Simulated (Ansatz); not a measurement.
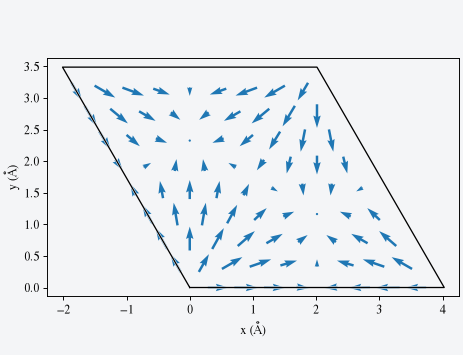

A bilayer of two InSe sheets, the upper one turned by 180 degrees about the normal (8 atoms in the cell). The upper layer of a bilayer is slid over the lower one; relaxed at each slide: nothing; the origin of the map has Se5 above Se4; the distance between the facing planes is held at 3.11 Å. Places are given modulo a cell vector. The map is drawn in real space over the plane of the slide. The scan uses a 9 × 9 grid; 19 points were computed and 62 follow by symmetry. At a held distance the lowest stacking need not be the one that binds best once the distance relaxes. Level of theory: Ansatz, DFT PBE+D3(BJ), scalar-relativistic, plane waves, PAW. Settings: cutoff 420 eV, k-mesh 9×9×1, gaussian smearing 0.05 eV, no spin polarisation.

Drawn: arrows along the force (downhill), their lengths compressed, the outline of one cell of the plane.

The arrows alone are given. Where are the wells?

The arrows converge at (3/9, 6/9) of the cell vectors; (6/9, 3/9) of the cell vectors (0.30 meV/Å² up) (read from the interpolated surface).

The energy map of the same scan:

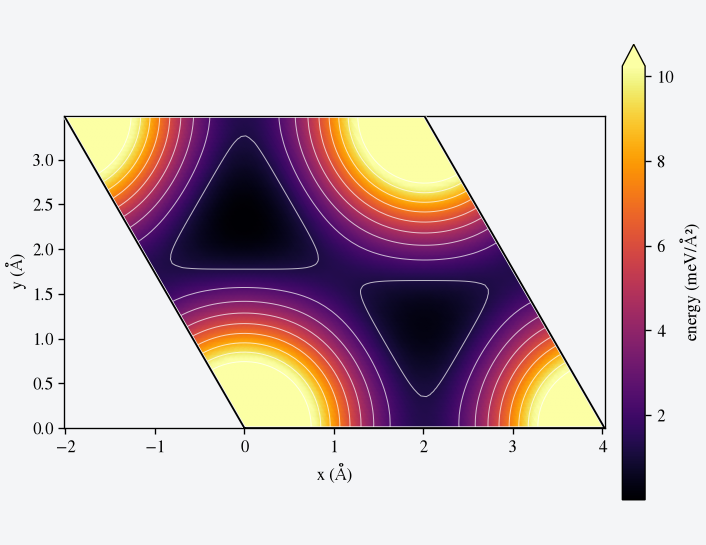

Energies are in meV/Å², from the lowest grid point; between grid points the surface is interpolated.

PAW datasets: the set soft_1.
